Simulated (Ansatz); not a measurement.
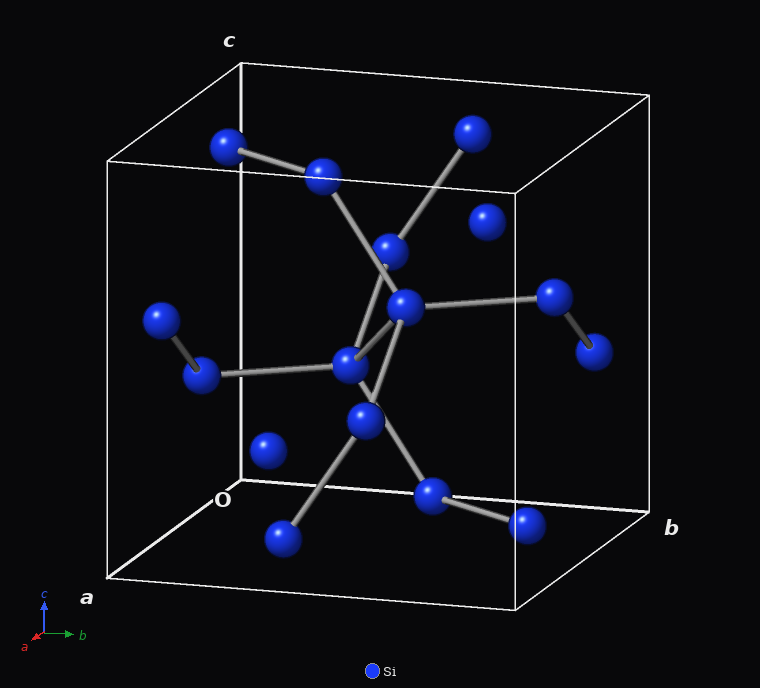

Crystal: Si, the input geometry of an electronic-structure calculation (not necessarily at equilibrium). One unit cell is drawn above. The drawing is computed from the coordinates (standard cell, symmetry found to 0.002 Å).

```yaml
crystal:
  lattice:
    - [6.64655, 0.00000, 0.00000]
    - [0.00000, 6.64655, 0.00000]
    - [0.00000, 0.00000, 6.64655]
  atoms:
    - { symbol: Si, position: [0.10081, 0.10081, 0.10081] }
    - { symbol: Si, position: [0.89919, 0.39919, 0.10081] }
    - { symbol: Si, position: [0.10081, 0.89919, 0.39919] }
    - { symbol: Si, position: [0.39919, 0.10081, 0.89919] }
    - { symbol: Si, position: [0.39919, 0.39919, 0.39919] }
    - { symbol: Si, position: [0.10081, 0.60081, 0.89919] }
    - { symbol: Si, position: [0.89919, 0.10081, 0.60081] }
    - { symbol: Si, position: [0.60081, 0.89919, 0.10081] }
    - { symbol: Si, position: [0.60081, 0.60081, 0.60081] }
    - { symbol: Si, position: [0.39919, 0.89919, 0.60081] }
    - { symbol: Si, position: [0.60081, 0.39919, 0.89919] }
    - { symbol: Si, position: [0.89919, 0.60081, 0.39919] }
    - { symbol: Si, position: [0.89919, 0.89919, 0.89919] }
    - { symbol: Si, position: [0.60081, 0.10081, 0.39919] }
    - { symbol: Si, position: [0.39919, 0.60081, 0.10081] }
    - { symbol: Si, position: [0.10081, 0.39919, 0.60081] }
```

What is its point group?

Answer. m-3 (Th), order 24, cubic system: four threefold axes, three twofold axes, three mirror planes, an inversion centre.

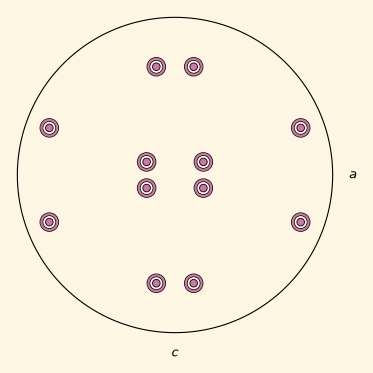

Stereographic projection: filled dots lie in the upper hemisphere, open rings in the lower. The poles are one general form. The b axis points at the viewer.

What does this class allow?

Answer. Class m-3 is centrosymmetric, so neither piezoelectric nor pyroelectric; it is not chiral. Its Laue class is m-3.
